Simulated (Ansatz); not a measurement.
**Geometry relaxation of InP (part 2 of 2)**

The same run, continued: InP (slab, 24 atoms in the cell); DFT PBE-D3(BJ), scalar-relativistic, plane waves, PAW, PAW set soft_1, no spin polarisation (Ansatz 0.2.0); cutoff 420 eV, 2×2×1 k-mesh, Fermi–Dirac smearing of 0.15 eV. The structure derives from an entry of the Crystallography Open Database. The input holds or restrains some coordinates. Forces given for the steps count only the free coordinates. It belongs to a series of runs on one base structure; here: start relaxed.

Geometry of the input (Å; fractional positions):
```
8.3156  0.0000  0.0000
4.1578  7.2015  0.0000
0.0000  0.0000  18.6383
In 0.0000  0.0000  0.0537
P  0.1667  0.1667  0.0992
In -0.0000  0.5000  0.0537
P  0.1667  0.6667  0.0992
In 0.5000  0.0000  0.0537
P  0.6667  0.1667  0.0992
In 0.5000  0.5000  0.0537
P  0.6667  0.6667  0.0992
In 0.6667  0.6667  0.2358
P  0.8333  0.8333  0.2813
In 0.6667  0.1667  0.2358
P  0.8333  0.3333  0.2813
In 0.1667  0.6667  0.2358
P  0.3333  0.8333  0.2813
In 0.1667  0.1667  0.2358
P  0.3333  0.3333  0.2813
In 0.3333  0.3333  0.4179
P  0.5000  0.5000  0.4635
In 0.3333  0.8333  0.4179
P  0.5000  1.0000  0.4635
In 0.8333  0.3333  0.4179
P  -0.0000  0.5000  0.4635
In 0.8333  0.8333  0.4179
P  -0.0000  1.0000  0.4635
```

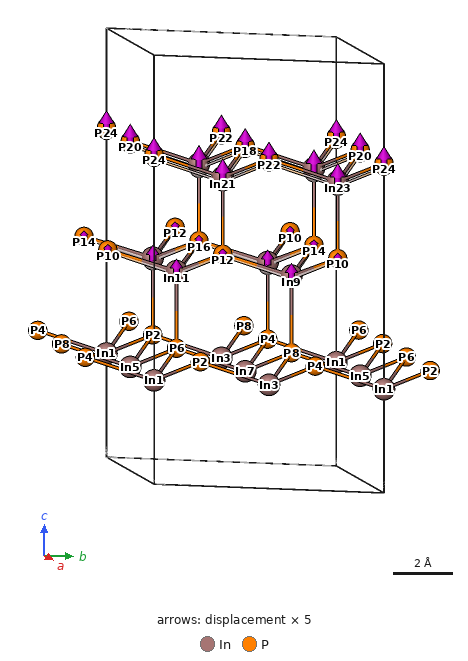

*Start (faint) and end (solid) with the displacements as pink arrows, magnified 5 times (ball-and-stick view of the cell of the calculation, with the vacuum cut short, with bonded neighbours outside it, seen slightly off an axis).*

After 2 geometry steps the energy has fallen by 8.7 meV per atom. The largest force component goes from 0.59 to 0.019 eV/Å. The largest moves, 0.16 Å, are those of In17, In19, In21 and In23. Largest moves by element: In 0.16 Å, P 0.15 Å. The cell doesn't change. Among the contacts that change: P10–In23 2.546 → 2.658 Å, In11–P12 2.546 → 2.527 Å, In17–P18 2.546 → 2.542 Å. (Atoms are counted from 1 in the order of the input.)

```
SCF converged after 7 iterations
Free energy (F): -76246.762696 eV
Harris-Foulkes:  -76246.762696 eV  (|F-HF|=4.87e-8)
Internal energy: -76245.842827 eV  (E = F + TS)
E sigma→0 (E₀):  -76246.302762 eV
Entropy (-TS):   -0.919869 eV (-38.328 meV/atom)
Fermi energy:    1.876504 eV
--- Per-component energies (eV) ---
  E_band       = -1775.518998
  E_kinetic    = 3429.424701
  E_local      = -62757.478218  (includes V_loc(G=0)·N_el)
  E_nonlocal   = 4315.806559
  E_hartree    = 29222.296081
  E_xc         = -2576.232315
  E_vxc        = -1786.013186  (∫ρ·V_xc dr)
  E_paw        = -57212.495562  (= ΣΔE_a)
  E_vpaw       = -3421.806946  (= ΣTr[D̂ρ^β])
  E_aug_tail   = 0.001746  (compensation charges beyond the density's cutoff)
  E_ewald      = 9338.559759
  E_disp       = -5.725578  (pairwise vdW)
  E_smearing   = -0.919869  (= −TS)
  E_closure    = -0.000000  (closes the sum)
  Σ components = -76246.762696   (vs F -76246.762696, Δ=0.00e0)
--- Forces (eV/Å), atoms counted from 1 ---
  atom   1  In    -0.00000000     0.00000000     0.22653946
  atom   2  P     -0.00000000    -0.00000000    -0.21955517
  atom   3  In    -0.00000000     0.00000000     0.22653946
  atom   4  P      0.00000000    -0.00000000    -0.21955517
  atom   5  In    -0.00000000     0.00000000     0.22653946
  atom   6  P      0.00000000    -0.00000000    -0.21955517
  atom   7  In    -0.00000000     0.00000000     0.22653946
  atom   8  P      0.00000000    -0.00000000    -0.21955517
  atom   9  In     0.00000000     0.00000000    -0.01203263
  atom  10  P     -0.00000000    -0.00000000    -0.00653153
  atom  11  In     0.00000000     0.00000000    -0.01203263
  atom  12  P     -0.00000000    -0.00000000    -0.00653153
  atom  13  In    -0.00000000     0.00000000    -0.01203263
  atom  14  P     -0.00000000    -0.00000000    -0.00653153
  atom  15  In    -0.00000000     0.00000000    -0.01203263
  atom  16  P     -0.00000000    -0.00000000    -0.00653153
  atom  17  In     0.00000000     0.00000000     0.01905993
  atom  18  P     -0.00000000    -0.00000000    -0.00746793
  atom  19  In     0.00000000     0.00000000     0.01905993
  atom  20  P     -0.00000000    -0.00000000    -0.00746793
  atom  21  In     0.00000000     0.00000000     0.01905993
  atom  22  P      0.00000000    -0.00000000    -0.00746793
  atom  23  In     0.00000000     0.00000000     0.01905993
  atom  24  P     -0.00000000    -0.00000000    -0.00746793
  max |Σ_I F_I| component: 4.85e-5 eV/Å
--- Relaxed structure (3 steps of the walk, 3 accepted, 0 SCFs on fresh bases) ---
  F+E_penalty+E_count = -76246.76269632 eV   max|allowed force component| = 1.906e-2 eV/Å
  atoms:
    - { symbol: In, position: [0.0, 0.0, 0.05365280000000001] }
    - { symbol: P, position: [0.1666666666666667, 0.16666666666666669, 0.0991883] }
    - { symbol: In, position: [5.551115123125783e-17, 0.5, 0.05365280000000001] }
    - { symbol: P, position: [0.1666666666666668, 0.6666666666666666, 0.0991883] }
    - { symbol: In, position: [0.5000000000000001, 0.0, 0.05365280000000001] }
    - { symbol: P, position: [0.6666666666666666, 0.16666666666666669, 0.0991883] }
    - { symbol: In, position: [0.5000000000000001, 0.5, 0.05365280000000001] }
    - { symbol: P, position: [0.666666666666667, 0.6666666666666666, 0.0991883] }
    - { symbol: In, position: [0.666666666666667, 0.6666666666666666, 0.24172243681539055] }
    - { symbol: P, position: [0.8333333333333336, 0.8333333333333333, 0.2841024823488567] }
    - { symbol: In, position: [0.6666666666666666, 0.16666666666666669, 0.24172243681539055] }
    - { symbol: P, position: [0.8333333333333336, 0.3333333333333333, 0.2841024823488567] }
    - { symbol: In, position: [0.1666666666666668, 0.6666666666666666, 0.24172243681539055] }
    - { symbol: P, position: [0.3333333333333335, 0.8333333333333333, 0.2841024823488567] }
    - { symbol: In, position: [0.1666666666666667, 0.16666666666666669, 0.24172243681539055] }
    - { symbol: P, position: [0.3333333333333335, 0.3333333333333333, 0.2841024823488567] }
    - { symbol: In, position: [0.3333333333333335, 0.3333333333333333, 0.4267001978323571] }
    - { symbol: P, position: [0.5000000000000001, 0.5, 0.47155549836788235] }
    - { symbol: In, position: [0.3333333333333335, 0.8333333333333333, 0.4267001978323571] }
    - { symbol: P, position: [0.5000000000000002, 1.0, 0.47155549836788235] }
    - { symbol: In, position: [0.8333333333333336, 0.3333333333333333, 0.4267001978323571] }
    - { symbol: P, position: [5.551115123125783e-17, 0.5, 0.47155549836788235] }
    - { symbol: In, position: [0.8333333333333336, 0.8333333333333333, 0.4267001978323571] }
    - { symbol: P, position: [1.1102230246251565e-16, 1.0, 0.47155549836788235] }
```

### Trajectory as extended XYZ (Å, eV, eV/Å), 3 frames, from step=1 to step=3
```
24
Lattice="8.3156 0.0000 0.0000 4.1578 7.2015 0.0000 0.0000 0.0000 18.6383" Properties=species:S:1:pos:R:3:forces:R:3 step=1 energy=-76246.55492
In    0.0000    0.0000    1.0000    0.0000   0.0000   0.1091
P     2.0789    1.2003    1.8487    0.0000   0.0000  -0.5808
In    2.0789    3.6008    1.0000    0.0000   0.0000   0.1091
P     4.1578    4.8010    1.8487    0.0000   0.0000  -0.5808
In    4.1578    0.0000    1.0000    0.0000   0.0000   0.1091
P     6.2367    1.2003    1.8487    0.0000   0.0000  -0.5808
In    6.2367    3.6008    1.0000    0.0000   0.0000   0.1091
P     8.3156    4.8010    1.8487    0.0000   0.0000  -0.5808
In    8.3156    4.8010    4.3948    0.0000   0.0000   0.5575
P    10.3945    6.0012    5.2435    0.0000   0.0000  -0.5875
In    6.2367    1.2003    4.3948    0.0000   0.0000   0.5575
P     8.3156    2.4005    5.2435    0.0000   0.0000  -0.5875
In    4.1578    4.8010    4.3948    0.0000   0.0000   0.5575
P     6.2367    6.0012    5.2435    0.0000   0.0000  -0.5875
In    2.0789    1.2003    4.3948    0.0000   0.0000   0.5575
P     4.1578    2.4005    5.2435    0.0000   0.0000  -0.5875
In    4.1578    2.4005    7.7896    0.0000   0.0000   0.4674
P     6.2367    3.6008    8.6383    0.0000   0.0000   0.0341
In    6.2367    6.0012    7.7896    0.0000   0.0000   0.4674
P     8.3156    7.2015    8.6383    0.0000   0.0000   0.0341
In    8.3156    2.4005    7.7896    0.0000   0.0000   0.4674
P     2.0789    3.6008    8.6383    0.0000   0.0000   0.0341
In   10.3945    6.0012    7.7896    0.0000   0.0000   0.4674
P     4.1578    7.2015    8.6383    0.0000   0.0000   0.0341
24
Lattice="8.3156 0.0000 0.0000 4.1578 7.2015 0.0000 0.0000 0.0000 18.6383" Properties=species:S:1:pos:R:3:forces:R:3 step=2 energy=-76246.75612
In    0.0000    0.0000    1.0000    0.0000   0.0000   0.2063
P     2.0789    1.2003    1.8487    0.0000   0.0000  -0.2682
In    2.0789    3.6008    1.0000    0.0000   0.0000   0.2063
P     4.1578    4.8010    1.8487    0.0000   0.0000  -0.2682
In    4.1578    0.0000    1.0000    0.0000   0.0000   0.2063
P     6.2367    1.2003    1.8487    0.0000   0.0000  -0.2682
In    6.2367    3.6008    1.0000    0.0000   0.0000   0.2063
P     8.3156    4.8010    1.8487    0.0000   0.0000  -0.2682
In    8.3156    4.8010    4.4848    0.0000   0.0000   0.0986
P    10.3945    6.0012    5.2906    0.0000   0.0000  -0.0731
In    6.2367    1.2003    4.4848    0.0000   0.0000   0.0986
P     8.3156    2.4005    5.2906    0.0000   0.0000  -0.0731
In    4.1578    4.8010    4.4848    0.0000   0.0000   0.0986
P     6.2367    6.0012    5.2906    0.0000   0.0000  -0.0731
In    2.0789    1.2003    4.4848    0.0000   0.0000   0.0986
P     4.1578    2.4005    5.2906    0.0000   0.0000  -0.0731
In    4.1578    2.4005    7.9359    0.0000   0.0000   0.0855
P     6.2367    3.6008    8.7913    0.0000   0.0000  -0.0488
In    6.2367    6.0012    7.9359    0.0000   0.0000   0.0855
P     8.3156    7.2015    8.7913    0.0000   0.0000  -0.0488
In    8.3156    2.4005    7.9359    0.0000   0.0000   0.0855
P     2.0789    3.6008    8.7913    0.0000   0.0000  -0.0488
In   10.3945    6.0012    7.9359    0.0000   0.0000   0.0855
P     4.1578    7.2015    8.7913    0.0000   0.0000  -0.0488
24
Lattice="8.3156 0.0000 0.0000 4.1578 7.2015 0.0000 0.0000 0.0000 18.6383" Properties=species:S:1:pos:R:3:forces:R:3 step=3 energy=-76246.76270
In    0.0000    0.0000    1.0000    0.0000   0.0000   0.2265
P     2.0789    1.2003    1.8487    0.0000   0.0000  -0.2196
In    2.0789    3.6008    1.0000    0.0000   0.0000   0.2265
P     4.1578    4.8010    1.8487    0.0000   0.0000  -0.2196
In    4.1578    0.0000    1.0000    0.0000   0.0000   0.2265
P     6.2367    1.2003    1.8487    0.0000   0.0000  -0.2196
In    6.2367    3.6008    1.0000    0.0000   0.0000   0.2265
P     8.3156    4.8010    1.8487    0.0000   0.0000  -0.2196
In    8.3156    4.8010    4.5053    0.0000   0.0000  -0.0120
P    10.3945    6.0012    5.2952    0.0000   0.0000  -0.0065
In    6.2367    1.2003    4.5053    0.0000   0.0000  -0.0120
P     8.3156    2.4005    5.2952    0.0000   0.0000  -0.0065
In    4.1578    4.8010    4.5053    0.0000   0.0000  -0.0120
P     6.2367    6.0012    5.2952    0.0000   0.0000  -0.0065
In    2.0789    1.2003    4.5053    0.0000   0.0000  -0.0120
P     4.1578    2.4005    5.2952    0.0000   0.0000  -0.0065
In    4.1578    2.4005    7.9530    0.0000   0.0000   0.0191
P     6.2367    3.6008    8.7890    0.0000   0.0000  -0.0075
In    6.2367    6.0012    7.9530    0.0000   0.0000   0.0191
P     8.3156    7.2015    8.7890    0.0000   0.0000  -0.0075
In    8.3156    2.4005    7.9530    0.0000   0.0000   0.0191
P     2.0789    3.6008    8.7890    0.0000   0.0000  -0.0075
In   10.3945    6.0012    7.9530    0.0000   0.0000   0.0191
P     4.1578    7.2015    8.7890    0.0000   0.0000  -0.0075
```
